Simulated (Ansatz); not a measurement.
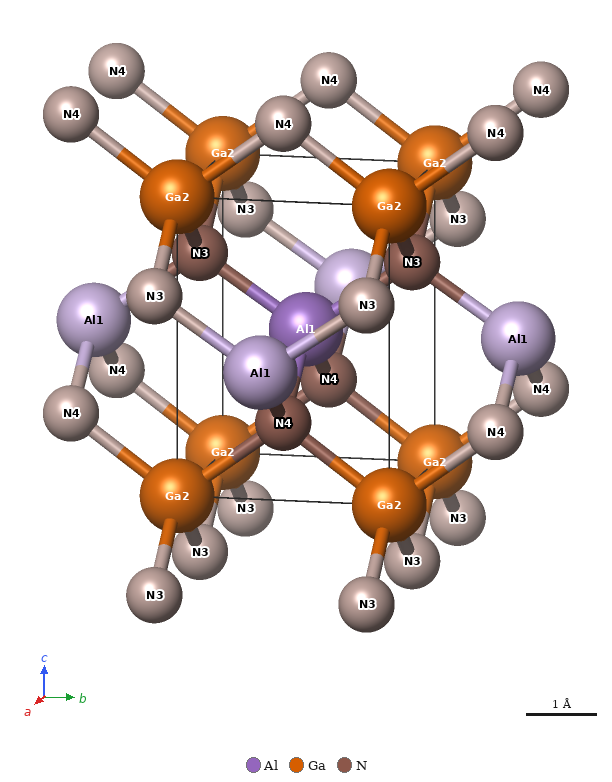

Fig. 1: The structure (ball-and-stick view of the cell of the calculation, seen slightly off an axis; neighbours outside the cell are drawn fainter; atoms are numbered from 1 in the order of the input). An atom can appear more than once, as a periodic image. Near neighbours in the periodic cell (some may lie outside the picture): Al has 4 N at 1.88 Å; Ga has 4 N at 1.93 Å; N has 2 Al at 1.88 Å and 2 Ga at 1.93 Å.

**Two runs on AlGaN$_{2}$**

System: AlGaN$_{2}$ (4 atoms in the cell).
Method of run A: DFT LDA, scalar-relativistic, plane waves, PAW, no spin polarisation (Ansatz 0.2.0).

The structure derives from a Materials Project entry. Text and figures count atoms from 1; the logs count them from 0 in places.

## Input file, run A
```yaml
crystal:
  lattice:
    - [3.1152864669, 0.0, 0.0]
    - [0.0, 3.1152864669, 0.0]
    - [0.0, 0.0, 4.3843302008]
  atoms:
    - { symbol: Al, position: [0.5, 0.5, 0.5] }
    - { symbol: Ga, position: [0.0, 0.0, 0.0] }
    - { symbol: "N", position: [0.5, 0.0, 0.7400513254] }
    - { symbol: "N", position: [0.0, 0.5, 0.2599486746] }
basis:
  ecutwfc: 420
kpoints:
  mp_grid: { grid: [8, 8, 6] }
  band_path: { path: [VBM, CBM], npoints: 2 }
hamiltonian:
  xc: lda
scf:
  occupations: { method: gaussian, width: 0.02 }
output:
  forces: true
  stress: true
  eigenvalues: true
checkpoint:
  read: start.run
  write: ck
  compress: false
  write_wavefunctions: false
  write_every: 100000
```

Launched with:
```bash
ansatz run input.yaml --threads 1 --pin off --max-ram 2560MiB --backend cpu --events-out ev --progress --plain --runs-dir out
```

Hardware: 1 thread of Intel Xeon (Sapphire Rapids), 32 GiB of memory available, shared host.

## Output, shortened to warnings, some set-up lines, iterations and results (run A)
```
Basis set: ecut = 420 eV, 847 PW (Γ)
Symmetry: 8 space group operations
k-points: 60 of 384 (time reversal used)
Initial density: read from a saved state, or passed on in memory by an earlier SCF of this step, an earlier step, the calling program or the single point that the run made first
[...]
SCF iter   1: F=—  HF=-4971.891800 eV  |F-HF|=—  |Δ(HF+E_count)|=         —  Δρ=1.54e-7  dr2=5.04e-12  ethr=3.80e-8  ⟨swp⟩=3.0  Hψ=8225  notcnv=0
SCF iter   2: F=-4971.891800 eV  HF=-4971.891800 eV  |F-HF|=3.64e-12  |Δ(HF+E_count)|=   2.34e-9  Δρ=1.20e-7  dr2=3.48e-12  ethr=1.00e-12  ⟨swp⟩=2.9  Hψ=2024  notcnv=0
SCF iter   3: F=-4971.891800 eV  HF=-4971.891800 eV  |F-HF|=9.09e-13  |Δ(HF+E_count)|=  9.09e-13  Δρ=6.24e-8  dr2=9.29e-13  ethr=1.00e-12  ⟨swp⟩=1.0  Hψ=1020  notcnv=0
SCF iter   4: F=-4971.891800 eV  HF=-4971.891800 eV  |F-HF|=0.00e0  |Δ(HF+E_count)|=  9.09e-13  Δρ=4.11e-8  dr2=3.72e-13  ethr=1.00e-12  ⟨swp⟩=1.0  Hψ=1020  notcnv=0
SCF iter   5: F=-4971.891800 eV  HF=-4971.891800 eV  |F-HF|=1.82e-12  |Δ(HF+E_count)|=  9.09e-13  Δρ=2.86e-8  dr2=1.74e-13  ethr=1.00e-12  ⟨swp⟩=1.0  Hψ=1020  notcnv=0
SCF iter   6: F=-4971.891800 eV  HF=-4971.891800 eV  |F-HF|=9.09e-13  |Δ(HF+E_count)|=    0.00e0  Δρ=2.21e-8  dr2=1.04e-13  ethr=1.00e-12  ⟨swp⟩=1.0  Hψ=2280  notcnv=0
SCF 1 converged in 6 iterations: F = -4971.891800 eV  dr2 = 1.04e-13
NSCF: frozen V_eff on 40 k-points
NSCF: frozen V_eff on 40 k-points
NSCF: frozen V_eff on 40 k-points
NSCF: frozen V_eff on 40 k-points
NSCF: frozen V_eff on 25 k-points
NSCF: frozen V_eff on 11 k-points
NSCF: frozen V_eff on 6 k-points
NSCF: frozen V_eff on 5 k-points
NSCF: frozen V_eff on 5 k-points
NSCF: frozen V_eff on 5 k-points
NSCF: frozen V_eff on 3 k-points
SCF converged after 6 iterations
Free energy (F): -4971.891800 eV
Harris-Foulkes:  -4971.891800 eV  (|F-HF|=9.09e-13)
Internal energy: -4971.891800 eV  (E = F + TS)
E sigma→0 (E₀):  -4971.891800 eV
Fermi energy:    9.945069 eV
--- Per-component energies (eV) ---
  E_band       = 0.163133
  E_kinetic    = 407.515448
  E_local      = -2454.825042  (includes V_loc(G=0)·N_el)
  E_nonlocal   = 535.389576
  E_hartree    = 1110.072307
  E_xc         = -228.987649
  E_vxc        = -242.492353  (∫ρ·V_xc dr)
  E_paw        = -2597.132959  (= ΣΔE_a)
  E_vpaw       = -465.569159  (= ΣTr[D̂ρ^β])
  E_aug_tail   = 0.000062  (compensation charges beyond the density's cutoff)
  E_ewald      = -1745.867827
  E_core_change = 1.944285  (= ΣΔE_core)
  E_smearing   = -0.000000  (= −TS)
  E_closure    = -0.000000  (closes the sum)
  Σ components = -4971.891800   (vs F -4971.891800, Δ=0.00e0)
--- Forces (eV/Å), atoms counted from 1 ---
  atom   1  Al    -0.00000000     0.00000000     0.00000000
  atom   2  Ga    -0.00000000     0.00000000     0.00000000
  atom   3  N      0.00000000     0.00000000    -0.00060511
  atom   4  N      0.00000000     0.00000000     0.00060511
  max |Σ_I F_I| component: 3.47e-17 eV/Å
--- Stress (GPa, compression-positive) ---
       -0.005068       0.000000      -0.000000
        0.000000      -0.005068       0.000000
       -0.000000       0.000000      -0.009342
  P = ⅓ Tr σ = -0.0065 GPa (-0.065 kbar)
```

The input of run B differs as follows (lines with − go, lines with + come):
```diff
-    - [3.1152864669, 0.0, 0.0]
-    - [0.0, 3.1152864669, 0.0]
-    - [0.0, 0.0, 4.3843302008]
+    - [3.1255178334, 0.0, 0.0]
+    - [0.0, 3.1255178334, 0.0]
+    - [0.0, 0.0, 4.3998237939]
-    - { symbol: "N", position: [0.5, 0.0, 0.7400513254] }
-    - { symbol: "N", position: [0.0, 0.5, 0.2599486746] }
+    - { symbol: "N", position: [0.5, 0.0, 0.7400964774] }
+    - { symbol: "N", position: [0.0, 0.5, 0.2599035226] }
```

What does this change do to the results?

With the same functional and potentials, run B lies 0.7 meV per atom higher. The gap on the mesh goes from 3.05 to 2.98 eV. The pressure goes from −0.01 to −2.04 GPa. The volume per atom goes from 10.64 to 10.75 Å³. The plane waves at Γ go from 847 to 855.

## Output, shortened to warnings, some set-up lines, iterations and results (run B)
```
Basis set: ecut = 420 eV, 855 PW (Γ)
Symmetry: 8 space group operations
k-points: 60 of 384 (time reversal used)
Initial density: read from a saved state, or passed on in memory by an earlier SCF of this step, an earlier step, the calling program or the single point that the run made first
[...]
SCF iter   1: F=—  HF=-4971.888986 eV  |F-HF|=—  |Δ(HF+E_count)|=         —  Δρ=1.41e-7  dr2=4.26e-12  ethr=3.10e-8  ⟨swp⟩=3.0  Hψ=8300  notcnv=0
SCF iter   2: F=-4971.888986 eV  HF=-4971.888986 eV  |F-HF|=1.82e-12  |Δ(HF+E_count)|=   3.57e-9  Δρ=1.07e-7  dr2=2.75e-12  ethr=1.00e-12  ⟨swp⟩=4.7  Hψ=3756  notcnv=0
SCF 1 converged in 2 iterations: F = -4971.888986 eV  dr2 = 2.75e-12
NSCF: frozen V_eff on 40 k-points
NSCF: frozen V_eff on 40 k-points
NSCF: frozen V_eff on 40 k-points
NSCF: frozen V_eff on 40 k-points
NSCF: frozen V_eff on 25 k-points
NSCF: frozen V_eff on 11 k-points
NSCF: frozen V_eff on 6 k-points
NSCF: frozen V_eff on 5 k-points
NSCF: frozen V_eff on 5 k-points
NSCF: frozen V_eff on 5 k-points
NSCF: frozen V_eff on 5 k-points
NSCF: frozen V_eff on 3 k-points
SCF converged after 2 iterations
Free energy (F): -4971.888986 eV
Harris-Foulkes:  -4971.888986 eV  (|F-HF|=1.82e-12)
Internal energy: -4971.888986 eV  (E = F + TS)
E sigma→0 (E₀):  -4971.888986 eV
Fermi energy:    9.774305 eV
--- Per-component energies (eV) ---
  E_band       = -2.859779
  E_kinetic    = 406.628366
  E_local      = -2463.002676  (includes V_loc(G=0)·N_el)
  E_nonlocal   = 535.234096
  E_hartree    = 1112.976070
  E_xc         = -228.684515
  E_vxc        = -242.110046  (∫ρ·V_xc dr)
  E_paw        = -2597.070652  (= ΣΔE_a)
  E_vpaw       = -465.561685  (= ΣTr[D̂ρ^β])
  E_aug_tail   = 0.000099  (compensation charges beyond the density's cutoff)
  E_ewald      = -1739.914057
  E_core_change = 1.944285  (= ΣΔE_core)
  E_smearing   = -0.000000  (= −TS)
  E_closure    = 0.000000  (closes the sum)
  Σ components = -4971.888986   (vs F -4971.888986, Δ=0.00e0)
--- Forces (eV/Å), atoms counted from 1 ---
  atom   1  Al    -0.00000000     0.00000000     0.00000000
  atom   2  Ga    -0.00000000     0.00000000     0.00000000
  atom   3  N      0.00000000    -0.00000000    -0.00223611
  atom   4  N      0.00000000     0.00000000     0.00223611
  max |Σ_I F_I| component: 9.71e-17 eV/Å
--- Stress (GPa, compression-positive) ---
       -2.042575       0.000000       0.000000
        0.000000      -2.042575       0.000000
        0.000000       0.000000      -2.049353
  P = ⅓ Tr σ = -2.0448 GPa (-20.448 kbar)
```

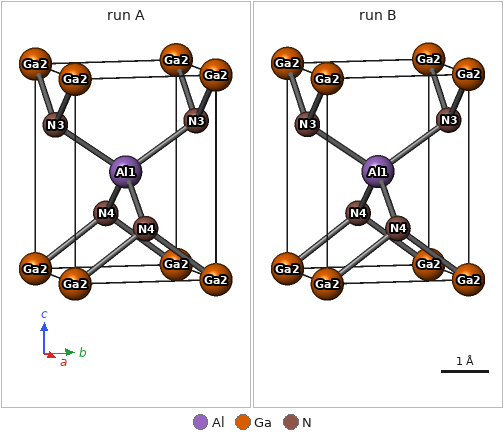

Fig. 2: The two input geometries at one scale (ball-and-stick view of the cell of the calculation, seen slightly off an axis). No atom moves by more than 0.005 Å relative to the cell. Cell: a = b 3.115 → 3.126 Å (+0.3 %), c 4.384 → 4.400 Å (+0.4 %). Volume +1.0 %. Among the contacts that change: Al1–N3 1.880 → 1.886 Å, Ga2–N3 1.930 → 1.936 Å.

## The two runs side by side

```csv
quantity,run A,run B
outcome,converged,converged
free energy per atom (eV),−1242.9730,−1242.9722
gap on the mesh (eV),3.05,2.98
pressure (GPa),−0.01,−2.04
volume per atom (Å³),10.64,10.75
largest force (eV/Å),0.001,0.002
irreducible k-points,60,60
plane waves at Γ,847,855
wall time (shared host),6 s,5.7 s
```
